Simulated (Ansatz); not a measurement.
System: Ir.

The calculation's input:

```
crystal:
  lattice:
    - [0.0, 2.8574482172, 2.8574482172]
    - [2.8574482172, 0.0, 2.8574482172]
    - [2.8574482172, 2.8574482172, 0.0]
  atoms:
    - { symbol: Ir, position: [0.125, 0.125, 0.125] }
    - { symbol: Ir, position: [0.875, 0.875, 0.875] }
hamiltonian:
  xc: pbe
  pseudopotentials:
    kind: paw
    azcp:
      Ir: "pseudopotentials/Ir.paw.azcp"
basis:
  ecutwfc: 420
  fft_grid_basis: typed
kpoints:
  mp_grid: { grid: [11, 11, 11], shift: [0, 0, 0] }
magnetization:
  spin_polarized: false
scf:
  occupations: { method: fermi_dirac, width: 0.1 }
  lower_state_search: "off"
output:
  stress: true
  write_density: true
  write_potential: true
  elf: true
  volumetric_format: npy
```

Launched as:

```sh
ansatz run input.yaml --threads 1 --pin off --max-ram 3584MiB --backend cpu --events-out ev --progress --plain --runs-dir out
```

Below, planes, directions and counts refer to the conventional cell (a = 5.71 Å, b = 5.71 Å, c = 5.71 Å, α = 90.00°, β = 90.00°, γ = 90.00°).

Space group Fd-3m; set up as Ir, diamond; a generated structure, not necessarily the stable one; changed on purpose from its base cell (volume × 1.08); computed pressure about −12 GPa in this cell; computed without spin polarisation.

The calculation used Ansatz 0.2.0, DFT, PBE, plane waves (420 eV) with PAW, scalar-relativistic.

### What can the converged valence pseudo-density and electron localisation function tell about the bonding?

Ir–Ir (2.47 Å): ρ at the midpoint is about 0.72 e/Å³; the ELF is about 0.40 at the midpoint.

### Does the calculation make it a metal, or give it a gap?

It is metallic or semimetallic at this level of theory: no gap opens.

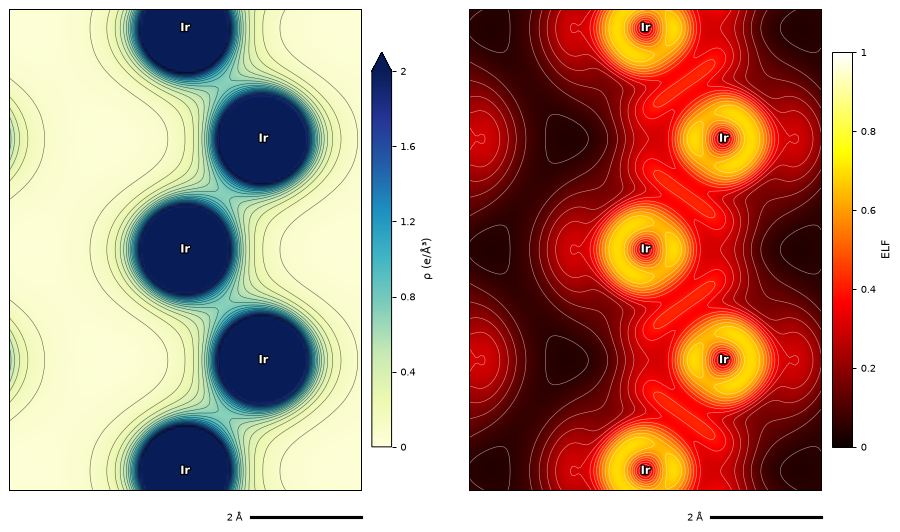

Computed valence pseudo-density and electron localisation function on the (110) plane of the conventional cell, in this order. 

Core electrons are frozen (PAW), and the valence fields are smoothed inside the atomic spheres.
